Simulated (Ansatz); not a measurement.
# BaS: band-structure calculation

- system: BaS (Fm-3m, 2 atoms in the cell)
- method: DFT, PBE, PAW with Ansatz's default frozen-core files, scalar-relativistic, no spin polarisation (Ansatz 0.2.0)

The structure derives from an entry of the Crystallography Open Database. It belongs to a series of runs on one base structure; here: PAW files in place of LAPW. Figures and captions count atoms from 1; the log counts them from 0 in places.

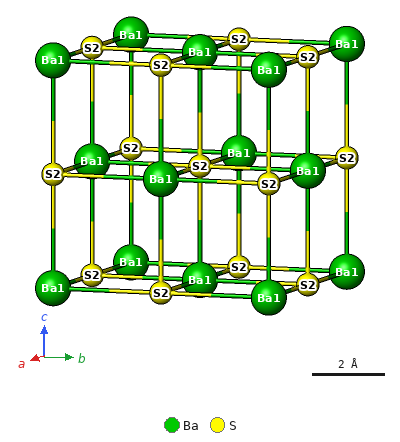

The structure as given in the input (ball-and-stick view of the cell 4 times as large as that of the calculation, set on its symmetry axes, seen slightly off an axis; atoms are numbered from 1 in the order of the input). Near neighbours in the crystal (not all of them lie inside the picture): Ba has 6 S at 3.19 Å; S has 6 Ba at 3.19 Å.

Results in brief:

| quantity | value |
| --- | --- |
| outcome | converged |
| space group (tolerance 0.01 Å) | Fm-3m (225) |
| electrons treated | 16 |
| free energy | −6855.8609 eV |
| Fermi energy | 6.919 eV |
| gap on the k-point mesh | 2.26 eV |
| pressure | 0.83 GPa |
| field gradient V_zz (10²¹ V/m²) | zero at all sites |
| largest force (length of the vector) | under 0.001 eV/Å |
| hardware | 1 thread of Arm Neoverse V1, 24 GiB of memory available, shared host |
| wall time | 14 s |
| peak memory | 0.37 GiB |

Warnings of the run: the field gradients leave out spin–orbit coupling.

The input:
```yaml
crystal:
  lattice:
    - [0.0, 3.19375, 3.19375]
    - [3.19375, 0.0, 3.19375]
    - [3.19375, 3.19375, 0.0]
  atoms:
    - { symbol: Ba, position: [0.0, 0.0, 0.0] }
    - { symbol: S, position: [0.5, 0.5, 0.5] }
kpoints:
  mp_grid: { grid: [7, 7, 7] }
  band_path:
    path:
      - [0.0, 0.0, 0.0]
      - [0.5, 0.0, 0.5]
      - [0.625, 0.25, 0.625]
      - [0.375, 0.375, 0.75]
      - [0.0, 0.0, 0.0]
      - [0.5, 0.5, 0.5]
      - [0.5, 0.25, 0.75]
      - [0.5, 0.0, 0.5]
    npoints: 14
scf:
  occupations: { method: fermi_dirac, width: 0.01 }
hamiltonian:
  xc: pbe
  pseudopotentials: { kind: paw }
output:
  forces: true
  stress: true
  eigenvalues: true
  efg: { contact_densities: true }
  populations: true
  bader: true
  dos: { projected: true, de: 0.2, e_range: [-14, 8] }
  write_density: true
  write_potential: true
  elf: true
  volumetric_format: npy
```

Launched with:
```bash
ansatz run input.yaml --threads 1 --pin off --max-ram 2048MiB --backend cpu --events-out ev --progress --plain --runs-dir out
```

Output:
```
Ba: output.efg is read without spin–orbit coupling, which moves field gradients at and beside such atoms by some per cent and up to a factor of two; PAW files take it under magnetization.noncollinear and magnetization.spin_orbit
Engine: ansatz 0.2.0, aarch64-unknown-linux-gnu
Pseudopotentials: kind: paw
Pseudopotential: Ba, paw, valence charge 10, recommended cutoff 420 eV (normal), Ba.paw.azcp
Pseudopotential: S, paw, valence charge 6, recommended cutoff 420 eV (normal), S.paw.azcp
Functional definition: PBE
  parameter kappa = 0.804
  parameter beta = 0.06672455060314922
  exchange = pbe_x(kappa = kappa, mu = beta*pi^2/3)
  correlation = pbe_c(beta = beta)
Crystal: 2 atoms, lattice volume = 65.153 Å³
Basis set: ecut = 420 eV, 1243 PW (Γ), exchange–correlation on 64×64×64 points (8 copies of the dense FFT grid, shifted against one another)
Bands: 12, of which v1, the nominal top of the filled ones, is band 8 counted from 1 (7 counted from 0)
Symmetry: 48 space group operations
Space group: Fm-3m (ITA 225), of the structure as read, at distance tolerance 4.0e-5 Å
k-points: 20 of 343
Non-local potential: Ba, projectors of the file, l = 0: 3, l = 1: 2, l = 2: 2, l = 3: 2
Non-local potential: S, projectors of the file, l = 0: 2, l = 1: 2, l = 2: 2
PAW form: soft (Blöchl's): semilocal exchange-correlation on the pseudo side does not see the compensation charge
PAW one-centre angular grid: Ba, 194 points (default); XC on 64 Gauss nodes
PAW one-centre angular grid: S, 110 points (default); XC on 64 Gauss nodes
Initial density: superposition of atomic densities (neutral atoms: chi_scale 0, normalization atom), corrected by the library's trained network
Initial wavefunctions: pseudopotential atomic-orbital guess
Functional: x = pbe(κ = 0.804, μ = 0.2195149727645171), c = pbe(β = 0.06672455060314922)
SCF iter   1: F=—  HF=-6855.861207 eV  |F-HF|=—  |Δ(HF+E_count)|=         —  Δρ=6.96e-4  dr2=7.55e-4  ethr=1.77e-3  ⟨swp⟩=9.9  Hψ=2082  notcnv=0
preconditioner: auto → none  [insulator: Δε(μ)=2.236 eV  Ē_g=11.940 eV  σ=0.010 eV  W_gap=1.00  n_scr=14 (ndim 8)  ℏωp=17.2 eV  f_vac=0.000  D(μ)=0.00/eV (n_scr^D=0)  ε∞_Penn≈3.1]
SCF iter   2: F=—  HF=-6855.860890 eV  |F-HF|=—  |Δ(HF+E_count)|=   3.17e-4  Δρ=2.08e-4  dr2=1.93e-5  ethr=4.72e-6  ⟨swp⟩=3.1  Hψ=653  notcnv=0
SCF iter   3: F=—  HF=-6855.860898 eV  |F-HF|=—  |Δ(HF+E_count)|=   8.06e-6  Δρ=9.48e-5  dr2=4.20e-6  ethr=1.21e-7  ⟨swp⟩=2.6  Hψ=361  notcnv=0
SCF iter   4: F=—  HF=-6855.860904 eV  |F-HF|=—  |Δ(HF+E_count)|=   5.54e-6  Δρ=1.12e-5  dr2=1.21e-7  ethr=2.63e-8  ⟨swp⟩=3.0  Hψ=394  notcnv=0
iter 5 did not close the SCF: its close was put off for the readings that it lacked (scf_convergence_deferred on its scf_iter line)
SCF iter   5: F=-6855.860904 eV  HF=-6855.860904 eV  |F-HF|=1.07e-8  |Δ(HF+E_count)|=   1.85e-9  Δρ=3.45e-6  dr2=1.59e-8  ethr=7.54e-10  ⟨swp⟩=2.2  Hψ=337  notcnv=0
SCF iter   6: F=-6855.860904 eV  HF=-6855.860904 eV  |F-HF|=6.83e-10  |Δ(HF+E_count)|=   1.88e-9  Δρ=9.29e-7  dr2=9.47e-10  ethr=9.91e-11  ⟨swp⟩=5.8  Hψ=1343  notcnv=0
SCF 1 converged in 6 iterations: F = -6855.860904 eV  dr2 = 9.47e-10
  greatest PAW one-centre occupation: 0.955 electrons in one spin orbital (limit 2), on the Ba atom at site 0 (counted from 0), in its partial waves of l = 0
```

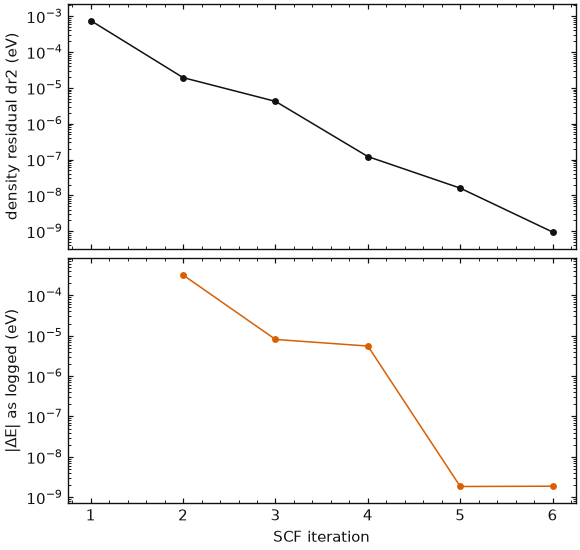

Convergence of the self-consistent field: density residual dr2 and size of the energy change against the SCF iteration. The residual falls at every step.

```
NSCF: frozen V_eff on 99 k-points
SCF converged after 6 iterations
Free energy (F): -6855.860904 eV
Harris-Foulkes:  -6855.860904 eV  (|F-HF|=6.83e-10)
Internal energy: -6855.860904 eV  (E = F + TS)
E sigma→0 (E₀):  -6855.860904 eV
Fermi energy:    6.918811 eV
--- Per-component energies (eV) ---
  E_band       = -50.915723
  E_kinetic    = 276.532494
  E_local      = -402.115967  (includes V_loc(G=0)·N_el)
  E_nonlocal   = 85.192485
  E_hartree    = 127.586114
  E_xc         = -266.703812
  E_vxc        = -224.986152  (∫ρ·V_xc dr)
  E_paw        = -5826.114652  (= ΣΔE_a)
  E_vpaw       = -40.710553  (= ΣTr[D̂ρ^β])
  E_aug_tail   = -0.000000  (compensation charges beyond the density's cutoff)
  E_ewald      = -850.237565
  E_smearing   = -0.000000  (= −TS)
  E_closure    = -0.000000  (closes the sum)
  Σ components = -6855.860904   (vs F -6855.860904, Δ=0.00e0)
--- Forces (eV/Å), atoms counted from 1 ---
  atom   1  Ba    -0.00000000     0.00000000     0.00000000
  atom   2  S      0.00000000    -0.00000000    -0.00000000
  max |Σ_I F_I| component: 9.83e-30 eV/Å
--- Stress (GPa, compression-positive) ---
        0.834757       0.000000      -0.000000
        0.000000       0.834757      -0.000000
        0.000000       0.000000       0.834757
  P = ⅓ Tr σ = 0.8348 GPa (8.348 kbar)
--- PAW observables at the nuclei: V_zz in 10²¹ V/m², potentials from the cell's mean, atoms counted from 1 ---
  atom   1  Ba V_zz =    +0.000000   η = 0.0000   by run symmetry: forbidden
            electrostatic potential = -9621.843911 V   contact ρ = 2065463.623199 e/Å³
  atom   2  S  V_zz =    -0.000000   η = 0.0000   by run symmetry: forbidden
            electrostatic potential = -1635.158605 V   contact ρ = 19765.578055 e/Å³
--- Band table (eV; the first three rows and the last of 20) ---
  k-point 0: bands = ["-20.1480", "-5.2090", "-5.2090", "-5.2090", "-4.4991", "5.7903", "5.7903", "5.7903", "9.4799", "9.7567", "9.7567", "9.7567"]
  k-point 1: bands = ["-20.1396", "-5.5902", "-5.2162", "-5.2162", "-4.1020", "5.3065", "5.5475", "5.5475", "9.7372", "10.0427", "10.0427", "10.2221"]
  k-point 2: bands = ["-20.1206", "-6.0628", "-5.2324", "-5.2324", "-3.5915", "4.5093", "5.1062", "5.1062", "10.0379", "10.8362", "10.8362", "11.5821"]
  k-point 19: bands = ["-20.0904", "-5.8625", "-5.5721", "-5.4256", "-3.8176", "4.7130", "5.2672", "5.3427", "9.7494", "10.6265", "12.2696", "12.8818"]
--- Löwdin populations: 2 sites ---
  site symbol       q [e]
     0     Ba      8.3986
     1      S      7.3168
  spilling = 0.017790 (of n_electrons = 16.000000)
--- Bader charges: 2 sites ---
  site symbol  charge [e]  shift [e]
     0     Ba      1.4144     0.0000
     1      S     -1.4144     0.0000
  estimated error of the sums over rays = 3.1e-4 e
```

File bader_charges.tsv:
```
# site	symbol	x_ang	y_ang	z_ang	partial_charge_e	electrons	volume_ang3	relative_density_drop	shared_charge_e	partial_wave_shift_e
# quadrature_error_electrons = 3.1e-4
0	Ba	0.0000	0.0000	0.0000	1.41438	54.58562	28.06	-	1.41438	0.00000
1	S	3.1938	3.1938	3.1938	-1.41438	17.41438	37.09	-	-1.41438	0.00000
```

File populations.tsv:
```
# site	symbol	l	j	q
# orbitals = lowdin
# n_electrons = 16.000000
# spilling = 0.017790
0	Ba	0_5S	-	1.970332
0	Ba	0_6S	-	0.449903
0	Ba	1_5P	-	5.978318
1	S	0_3S	-	1.858586
1	S	1_3P	-	5.458228
```

File rho_z.tsv:
```
# z_ang	rho[e/angstrom^3]
# format = ansatz-planar-average/11
# lattice	0.000000000	3.193750000	3.193750000
# lattice	3.193750000	0.000000000	3.193750000
# lattice	3.193750000	3.193750000	0.000000000
# sites	2
# site	56	0.000000000	0.000000000	0.000000000
# site	16	3.193750000	3.193750000	3.193750000
0.000000	2.924852e-1
0.141145	2.928578e-1
0.282290	2.931948e-1
0.423435	2.911017e-1
0.564581	2.832115e-1
0.705726	2.673791e-1
0.846871	2.451550e-1
0.988016	2.220923e-1
1.129161	2.051601e-1
1.270306	1.990555e-1
1.411451	2.039329e-1
1.552597	2.156985e-1
1.693742	2.283149e-1
1.834887	2.368888e-1
1.976032	2.399577e-1
2.117177	2.395404e-1
2.258322	2.388886e-1
2.399467	2.395404e-1
2.540613	2.399577e-1
2.681758	2.368888e-1
2.822903	2.283149e-1
2.964048	2.156985e-1
3.105193	2.039329e-1
3.246338	1.990555e-1
3.387483	2.051601e-1
3.528629	2.220923e-1
3.669774	2.451550e-1
3.810919	2.673791e-1
3.952064	2.832115e-1
4.093209	2.911017e-1
4.234354	2.931948e-1
4.375499	2.928578e-1
```

File v_z.tsv:
```
# z_ang	v_es[eV]	v_tot[eV]
# format = ansatz-planar-average/11
# xc	pbe
# density_cutoff_ev	1680
# datasets	Ba=:simpson_from_first_knot:soft	S=:simpson_from_first_knot:soft
# lattice	0.000000000	3.193750000	3.193750000
# lattice	3.193750000	0.000000000	3.193750000
# lattice	3.193750000	3.193750000	0.000000000
# sites	2
# site	56	0.000000000	0.000000000	0.000000000
# site	16	3.193750000	3.193750000	3.193750000
0.000000	4.163794e-2	-9.308091e0
0.141145	1.662614e-1	-9.158251e0
0.282290	5.326282e-1	-8.718860e0
0.423435	1.118501e0	-8.018340e0
0.564581	1.891589e0	-7.103174e0
0.705726	2.808245e0	-6.034048e0
0.846871	3.807926e0	-4.886786e0
0.988016	4.798325e0	-3.775515e0
1.129161	5.640612e0	-2.850582e0
1.270306	6.136128e0	-2.308063e0
1.411451	6.159760e0	-2.271359e0
1.552597	5.808098e0	-2.643333e0
1.693742	5.345552e0	-3.176846e0
1.834887	4.989216e0	-3.666382e0
1.976032	4.790160e0	-4.015983e0
2.117177	4.703993e0	-4.207989e0
2.258322	4.680586e0	-4.267432e0
2.399467	4.703993e0	-4.207989e0
2.540613	4.790160e0	-4.015983e0
2.681758	4.989216e0	-3.666382e0
2.822903	5.345552e0	-3.176846e0
2.964048	5.808098e0	-2.643333e0
3.105193	6.159760e0	-2.271359e0
3.246338	6.136128e0	-2.308063e0
3.387483	5.640612e0	-2.850582e0
3.528629	4.798325e0	-3.775515e0
3.669774	3.807926e0	-4.886786e0
3.810919	2.808245e0	-6.034048e0
3.952064	1.891589e0	-7.103174e0
4.093209	1.118501e0	-8.018340e0
4.234354	5.326282e-1	-8.718860e0
4.375499	1.662614e-1	-9.158251e0
```

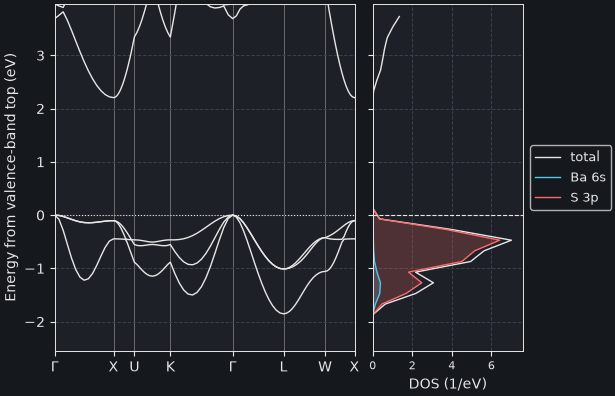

Band structure along Γ–X–U–K–Γ–L–W–X and density of states (projected on Löwdin-orthogonalised atomic shells), with energies from the valence-band top. There is a gap of 2.21 eV on this path, indirect, from Γ to X.

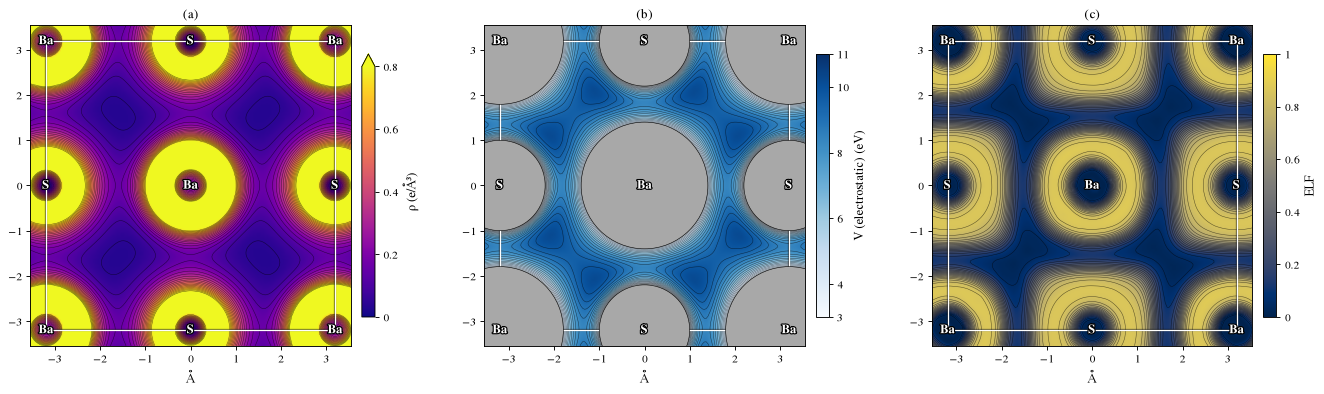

(a) valence charge density (pseudo); (b) electrostatic potential (local pseudopotential plus Hartree) felt by an electron; (c) ELF on the (100) plane of the conventional cell. Grey discs, where drawn, cover atomic cores. The plane passes through Ba and S nuclei. Away from the nuclei the density in this plane falls to 0.03 e/Å³ at its lowest. The strong features right at Ba lie inside the PAW spheres (semicore, d or f shells) and say nothing about bonding. Outside the cores the potential energy rises away from the atoms and is highest about 1.6 Å from the nearest atoms; outside the discs it spans about 7 eV, and its zero is arbitrary. In a PAW calculation such maps are meaningful between the atoms, not at the nuclei.

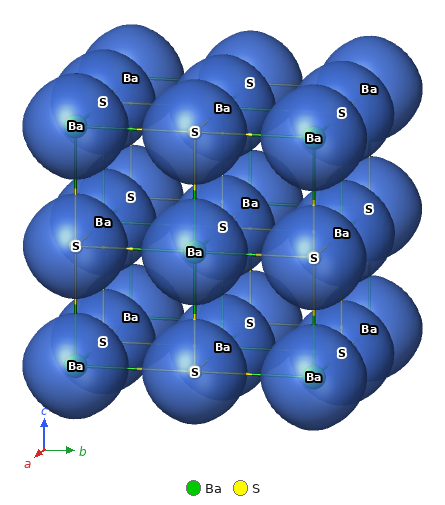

Isosurface of the valence pseudo-density at 0.2 e/Å³ (blue), seen slightly off an axis. Sticks mark near contacts. The outline is the cell set on symmetry axes. At this value the density breaks into separate islands; it holds about 80 % of the electrons treated as valence (semicore included). It is pinched off along the Ba–S (3.19 Å) contacts. On the grid the lowest density along these lines, outside the cores, is 0.16 e/Å³ (Ba–S, 3.19 Å).
